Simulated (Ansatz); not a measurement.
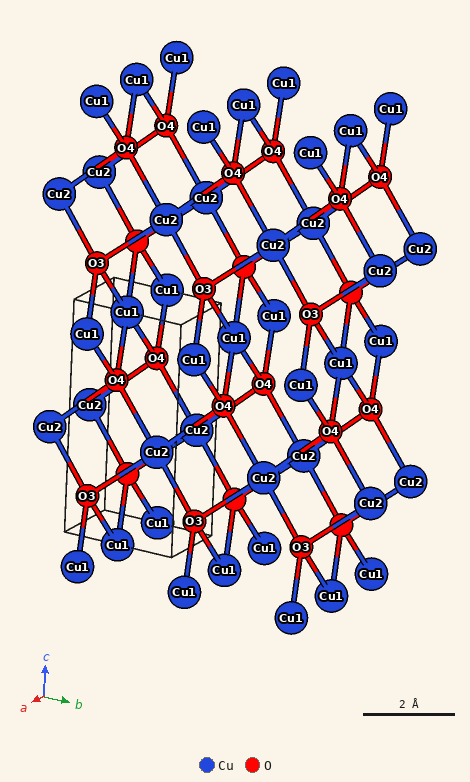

Figure 1. The input geometry of the first run (ball-and-stick view of the cell of the calculation, repeated 2 × 3 × 2, seen slightly off an axis; atoms are numbered from 1 in the order of the input).

**Two runs on CuO**

System: CuO (Cc, 4 atoms in the cell).
Method of the first run: Kohn-Sham DFT of a periodic cell, PBEsol with D3(BJ), Ansatz PAW, no spin polarisation (Ansatz 0.2.0).

The structure derives from an entry of the Crystallography Open Database. Text and figures count atoms from 1; the logs count them from 0 in places.

**Input file, the first run**
```yaml
crystal:
  lattice:
    - [2.34464976, -1.71339982, 0.0]
    - [2.34464976, 1.71339982, 0.0]
    - [-0.86054991, 0.0, 5.05943948]
  atoms:
    - { symbol: Cu, position: [0.0032, 0.4968, 0.0] }
    - { symbol: Cu, position: [0.4968, 0.0032, 0.5] }
    - { symbol: O, position: [0.5714, 0.4056, 0.2537] }
    - { symbol: O, position: [0.4056, 0.5714, 0.7537] }
hamiltonian:
  xc: pbesol
  pseudopotentials: { kind: paw }
  dispersion: d3bj
kpoints:
  mp_grid: { grid: [10, 10, 5] }
scf:
  occupations: { method: fermi_dirac, width: 0.05 }
output:
  forces: true
  stress: true
  eigenvalues: true
relax:
  f_tol: 0.01
  max_steps: 40
  cell: { stress_tol: 0.05 }
```

Command:
```bash
ansatz run input.yaml --threads 2 --pin off --max-ram 5632MiB --backend cpu --events-out ev --progress --plain --runs-dir out
```

Hardware: 2 threads of Arm Neoverse V1, 24 GiB of memory available, shared host.

**Output, shortened to warnings, some set-up lines, iterations and results (the first run)**
```
Basis set: ecut = 420 eV, 789 PW (Γ), exchange–correlation on 40×40×72 points (8 copies of the dense FFT grid, shifted against one another)
Symmetry: 2 space group operations
k-points: 141 of 500 (time reversal used)
Initial density: superposition of atomic densities (neutral atoms: chi_scale 0, normalization atom), corrected by the library's trained network
[...]
SCF iter   1: F=—  HF=-14297.334584 eV  |F-HF|=—  |Δ(HF+E_count)|=         —  Δρ=1.90e-2  dr2=9.52e-2  ethr=1.77e-3  ⟨swp⟩=5.8  Hψ=14735  notcnv=0
SCF iter   2: F=—  HF=-14297.308878 eV  |F-HF|=—  |Δ(HF+E_count)|=   2.57e-2  Δρ=7.49e-3  dr2=1.97e-2  ethr=1.90e-4  ⟨swp⟩=2.4  Hψ=7973  notcnv=0
SCF iter   3: F=—  HF=-14297.304419 eV  |F-HF|=—  |Δ(HF+E_count)|=   4.46e-3  Δρ=2.69e-3  dr2=2.53e-3  ethr=3.95e-5  ⟨swp⟩=2.4  Hψ=6868  notcnv=0
SCF iter   4: F=—  HF=-14297.303828 eV  |F-HF|=—  |Δ(HF+E_count)|=   5.91e-4  Δρ=9.01e-4  dr2=2.33e-4  ethr=5.05e-6  ⟨swp⟩=2.9  Hψ=7303  notcnv=0
SCF iter   5: F=—  HF=-14297.303837 eV  |F-HF|=—  |Δ(HF+E_count)|=   8.93e-6  Δρ=2.04e-4  dr2=1.74e-5  ethr=4.66e-7  ⟨swp⟩=2.4  Hψ=5902  notcnv=0
[... 185 lines ...]
SCF iter   3: F=—  HF=-14297.463747 eV  |F-HF|=—  |Δ(HF+E_count)|=  3.64e-12  Δρ=2.80e-6  dr2=1.68e-9  ethr=1.00e-12  ⟨swp⟩=6.3  Hψ=21072  notcnv=0
SCF iter   4: F=—  HF=-14297.463747 eV  |F-HF|=—  |Δ(HF+E_count)|=  5.15e-10  Δρ=1.27e-6  dr2=3.50e-10  ethr=3.35e-12  ⟨swp⟩=2.0  Hψ=7587  notcnv=0
SCF iter   5: F=-14297.463747 eV  HF=-14297.463747 eV  |F-HF|=3.82e-11  |Δ(HF+E_count)|=  1.18e-10  Δρ=3.75e-7  dr2=3.14e-11  ethr=1.00e-12  ⟨swp⟩=3.0  Hψ=16600  notcnv=0
SCF 23 converged in 5 iterations: F = -14297.463747 eV  dr2 = 3.14e-11
relax step  23: F+E_penalty+E_count = -14297.46374688 eV  Δ(F+E_penalty+E_count) = +2.502e-5 eV  max|allowed force component| = 2.660e-3 eV/Å  Δτ_max = 0.0000 Å  P = -0.003 …
basis re-selected at this cell: Δ(F+E_penalty+E_count) = +2.502e-5 eV, ΔP = +0.001 GPa vs the last step (what re-selecting the basis moved, of the pressure what is left beyond the Pulay correction that the steps carried, after the strain that the cell walked since its last selection, with what the …
SCF converged after 5 iterations
Free energy (F): -14297.463747 eV
Harris-Foulkes:  -14297.463747 eV  (|F-HF|=3.82e-11)
Internal energy: -14297.443122 eV  (E = F + TS)
E sigma→0 (E₀):  -14297.453434 eV
Entropy (-TS):   -0.020625 eV (-5.156 meV/atom)
Fermi energy:    11.837533 eV
--- Per-component energies (eV) ---
  E_band       = -887.733154
  E_kinetic    = 943.351003
  E_local      = -9927.249077  (includes V_loc(G=0)·N_el)
  E_nonlocal   = 879.405406
  E_hartree    = 4295.483525
  E_xc         = -321.498202
  E_vxc        = -414.846022  (∫ρ·V_xc dr)
  E_paw        = -3551.752126  (= ΣΔE_a)
  E_vpaw       = -959.367569  (= ΣTr[D̂ρ^β])
  E_aug_tail   = 0.005327  (compensation charges beyond the density's cutoff)
  E_ewald      = -6614.759803
  E_disp       = -0.912156  (pairwise vdW)
  E_core_change = 0.482980  (= ΣΔE_core)
  E_smearing   = -0.020625  (= −TS)
  E_closure    = -0.000000  (closes the sum)
  Σ components = -14297.463747   (vs F -14297.463747, Δ=0.00e0)
--- Forces (eV/Å), atoms counted from 1 ---
  atom   1  Cu     0.00015382    -0.00015665    -0.00001575
  atom   2  Cu     0.00015382     0.00015665    -0.00001575
  atom   3  O     -0.00015380    -0.00265985     0.00001569
  atom   4  O     -0.00015380     0.00265985     0.00001569
  max |Σ_I F_I| component: 1.23e-7 eV/Å
--- Stress (GPa, compression-positive) ---
       -0.032832      -0.000000       0.021247
       -0.000000       0.029799      -0.000000
        0.021247      -0.000000      -0.004679
  P = ⅓ Tr σ = -0.0026 GPa (-0.026 kbar)
--- Relaxed structure (17 steps of the walk, 17 accepted, 6 SCFs on fresh bases) ---
  F+E_penalty+E_count = -14297.46374688 eV   max|allowed force component| = 2.660e-3 eV/Å   (the final SCF, on the basis selected at the relaxed cell)
  cell:  # Å, volume = 41.7174 Å³
    - [2.02582780732981, -2.0183816420305565, 0.1596929347716057]
    - [2.02582780732981, 2.0183816420305565, 0.1596929347716057]
    - [-0.39893770676121754, 0.0, 5.069855613182261]
  atoms:
[...]
```

The input of the second run differs as follows (lines with − go, lines with + come):
```diff
-  xc: pbesol
+  xc: rpbe
-  dispersion: d3bj
```

How does the second run compare with the first run?

The total energies belong to different models, so their difference says nothing on which is more stable or more accurate. The volume per atom goes from 10.43 to 11.61 Å³. The functional changes from PBEsol to RPBE. The SCF takes 131 iterations over all geometry steps against 149.

**Output, shortened to warnings, some set-up lines, iterations and results (the second run)**
```
Basis set: ecut = 420 eV, 789 PW (Γ), exchange–correlation on 40×40×72 points (8 copies of the dense FFT grid, shifted against one another)
Symmetry: 2 space group operations
k-points: 141 of 500 (time reversal used)
Initial density: superposition of atomic densities (neutral atoms: chi_scale 0, normalization atom), corrected by the library's trained network
[...]
SCF iter   1: F=—  HF=-14396.121798 eV  |F-HF|=—  |Δ(HF+E_count)|=         —  Δρ=9.07e-3  dr2=1.57e-2  ethr=1.77e-3  ⟨swp⟩=5.8  Hψ=14760  notcnv=0
SCF iter   2: F=—  HF=-14396.118550 eV  |F-HF|=—  |Δ(HF+E_count)|=   3.25e-3  Δρ=2.96e-3  dr2=2.14e-3  ethr=3.14e-5  ⟨swp⟩=2.0  Hψ=8032  notcnv=0
SCF iter   3: F=—  HF=-14396.118248 eV  |F-HF|=—  |Δ(HF+E_count)|=   3.02e-4  Δρ=1.69e-3  dr2=8.91e-4  ethr=4.28e-6  ⟨swp⟩=1.0  Hψ=4230  notcnv=0
SCF iter   4: F=—  HF=-14396.118093 eV  |F-HF|=—  |Δ(HF+E_count)|=   1.55e-4  Δρ=4.12e-4  dr2=7.61e-5  ethr=1.78e-6  ⟨swp⟩=2.1  Hψ=6627  notcnv=0
SCF iter   5: F=—  HF=-14396.118112 eV  |F-HF|=—  |Δ(HF+E_count)|=   1.85e-5  Δρ=1.48e-4  dr2=8.22e-6  ethr=1.52e-7  ⟨swp⟩=2.3  Hψ=6594  notcnv=0
[... 161 lines ...]
SCF iter   4: F=—  HF=-14396.463712 eV  |F-HF|=—  |Δ(HF+E_count)|=   1.49e-8  Δρ=5.46e-6  dr2=7.10e-9  ethr=1.19e-10  ⟨swp⟩=2.5  Hψ=7098  notcnv=0
SCF iter   5: F=—  HF=-14396.463712 eV  |F-HF|=—  |Δ(HF+E_count)|=   1.22e-9  Δρ=1.38e-6  dr2=4.49e-10  ethr=1.42e-11  ⟨swp⟩=2.0  Hψ=6265  notcnv=0
SCF iter   6: F=-14396.463712 eV  HF=-14396.463712 eV  |F-HF|=4.55e-11  |Δ(HF+E_count)|=  4.37e-11  Δρ=3.50e-7  dr2=3.10e-11  ethr=1.00e-12  ⟨swp⟩=3.0  Hψ=17280  notcnv=0
SCF 20 converged in 6 iterations: F = -14396.463712 eV  dr2 = 3.10e-11
relax step  20: F+E_penalty+E_count = -14396.46371151 eV  Δ(F+E_penalty+E_count) = -2.402e-4 eV  max|allowed force component| = 1.731e-4 eV/Å  Δτ_max = 0.0000 Å  P = +0.003 …
basis re-selected at this cell: Δ(F+E_penalty+E_count) = -2.402e-4 eV, ΔP = +0.003 GPa vs the last step (what re-selecting the basis moved, of the pressure what is left beyond the Pulay correction that the steps carried, after the strain that the cell walked since its last selection, with what the …
SCF converged after 6 iterations
Free energy (F): -14396.463712 eV
Harris-Foulkes:  -14396.463712 eV  (|F-HF|=4.55e-11)
Internal energy: -14396.442865 eV  (E = F + TS)
E sigma→0 (E₀):  -14396.453288 eV
Entropy (-TS):   -0.020847 eV (-5.212 meV/atom)
Fermi energy:    10.198718 eV
--- Per-component energies (eV) ---
  E_band       = -952.041585
  E_kinetic    = 939.886064
  E_local      = -10331.636900  (includes V_loc(G=0)·N_el)
  E_nonlocal   = 875.213551
  E_hartree    = 4473.051196
  E_xc         = -323.442425
  E_vxc        = -414.020565  (∫ρ·V_xc dr)
  E_paw        = -3652.446288  (= ΣΔE_a)
  E_vpaw       = -967.591085  (= ΣTr[D̂ρ^β])
  E_aug_tail   = 0.005661  (compensation charges beyond the density's cutoff)
  E_ewald      = -6376.947400
  E_core_change = -0.126325  (= ΣΔE_core)
  E_smearing   = -0.020847  (= −TS)
  E_closure    = 0.000000  (closes the sum)
  Σ components = -14396.463712   (vs F -14396.463712, Δ=0.00e0)
--- Forces (eV/Å), atoms counted from 1 ---
  atom   1  Cu    -0.00005850    -0.00007693    -0.00000857
  atom   2  Cu    -0.00005850     0.00007693    -0.00000857
  atom   3  O      0.00005859     0.00017307     0.00000850
  atom   4  O      0.00005859    -0.00017307     0.00000850
  max |Σ_I F_I| component: 1.82e-7 eV/Å
--- Stress (GPa, compression-positive) ---
       -0.040214      -0.000000      -0.000649
       -0.000000       0.049969       0.000000
       -0.000649       0.000000      -0.001438
  P = ⅓ Tr σ = 0.0028 GPa (0.028 kbar)
--- Relaxed structure (16 steps of the walk, 16 accepted, 4 SCFs on fresh bases) ---
  F+E_penalty+E_count = -14396.46371151 eV   max|allowed force component| = 1.731e-4 eV/Å   (the final SCF, on the basis selected at the relaxed cell)
  cell:  # Å, volume = 46.4441 Å³
    - [2.1139291186003395, -2.109130124719377, 0.16813242470173137]
    - [2.1139291186003395, 2.109130124719377, 0.16813242470173137]
    - [-0.41306198557938767, 0.0, 5.175570954230888]
  atoms:
    - { symbol: Cu, position: [-0.005751873266715491, 0.49425516047018503, 0.0018500396785416026] }
[...]
```

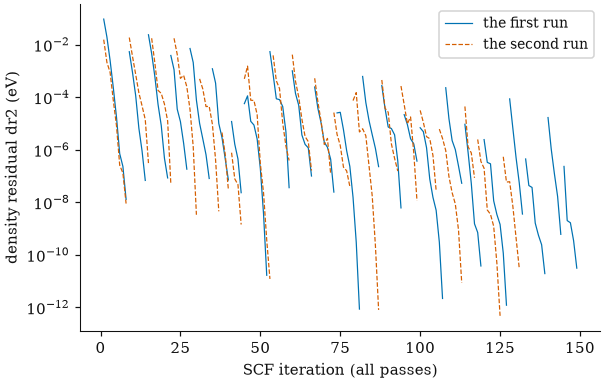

Figure 2. Convergence of the two runs: density residual dr2 against the SCF iteration. A break in a curve parts two SCF passes. The first run takes 149 iterations in all, and the second run takes 131.

**The two runs side by side**

| quantity | the first run | the second run |
| --- | --- | --- |
| outcome | converged | converged |
| free energy per atom (eV) | −3574.3659 | −3599.1159 |
| energy per atom, smearing taken to zero (eV) | −3574.3634 | −3599.1133 |
| gap on the mesh (eV) | 0.00 | 0.00 |
| pressure (GPa) | 0.00 | 0.00 |
| volume per atom (Å³) | 10.43 | 11.61 |
| largest force (eV/Å) | 0.003 | 0.000 |
| SCF iterations | 149 | 131 |
| irreducible k-points | 141 | 141 |
| wall time (shared host) | 3.6 min | 3.4 min |

For both runs: The run has no spin polarisation, so a magnetic state may lie lower. For the second run: Points of doubt noted for this run: forces on files of another functional.
